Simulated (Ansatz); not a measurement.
System: HC16 (cell charge +1, with a compensating background) (cell with a defect).

Input

```
crystal:
  lattice:
    - [0.0, 3.57, 3.57]
    - [3.57, 0.0, 3.57]
    - [3.57, 3.57, 0.0]
  atoms:
    - { symbol: C, position: [0.0, 0.0, 0.0] }
    - { symbol: C, position: [0.125, 0.125, 0.125] }
    - { symbol: C, position: [0.0, 0.0, 0.5] }
    - { symbol: C, position: [0.125, 0.125, 0.625] }
    - { symbol: C, position: [0.0, 0.5, 0.0] }
    - { symbol: C, position: [0.125, 0.625, 0.125] }
    - { symbol: C, position: [0.0, 0.5, 0.5] }
    - { symbol: C, position: [0.125, 0.625, 0.625] }
    - { symbol: C, position: [0.5, 0.0, 0.0] }
    - { symbol: C, position: [0.625, 0.125, 0.125] }
    - { symbol: C, position: [0.5, 0.0, 0.5] }
    - { symbol: C, position: [0.625, 0.125, 0.625] }
    - { symbol: C, position: [0.5, 0.5, 0.0] }
    - { symbol: C, position: [0.625, 0.625, 0.125] }
    - { symbol: C, position: [0.5, 0.5, 0.5] }
    - { symbol: C, position: [0.625, 0.625, 0.625] }
    - { symbol: H, position: [0.7420484, 0.2526254, 0.2528144] }
total_charge: 1
basis:
  ecutwfc: 420.0
kpoints:
  mp_grid: { grid: [3, 3, 3] }
hamiltonian:
  xc: pbe
scf:
  occupations: { method: gaussian, width: 0.02 }
  lower_state_search: "off"
relax:
  f_tol: 0.03
  max_steps: 60
  adjacent_minimum: "off"
output:
  write_density: true
  write_potential: true
  elf: true
  volumetric_format: npy
```

Run with:

```sh
ansatz run input.yaml --threads 1 --pin off --max-ram 3072MiB --backend cpu --events-out ev --progress --plain --runs-dir out
```

The fields are those of the relaxed geometry.

The calculation used DFT PBE, scalar-relativistic, plane waves, PAW (Ansatz 0.2.0).

**Predict the valence pseudo-density and electron localisation function between the atoms.**

C–H (1.18 Å): the density is about 1.4 e/Å³ at the midpoint; the ELF climbs to about 0.95 towards the hydrogen, as it does in any bond to H; an ordinary covalent bond to hydrogen.

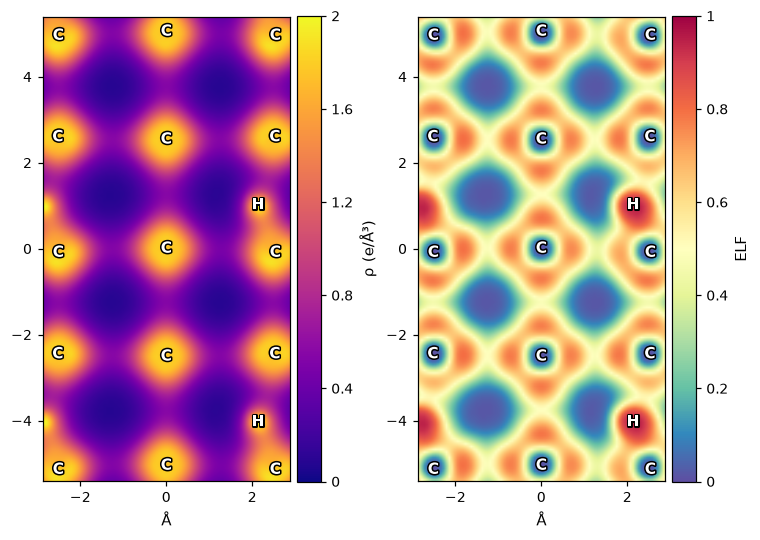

Computed valence pseudo-density and electron localisation function on the (011) plane of the calculation cell, in this order. Atoms just off the plane (C, 0.9 Å away) can leave unmarked features too.

The density is the valence pseudo-density of a PAW calculation; it isn't the true density close to the nuclei.
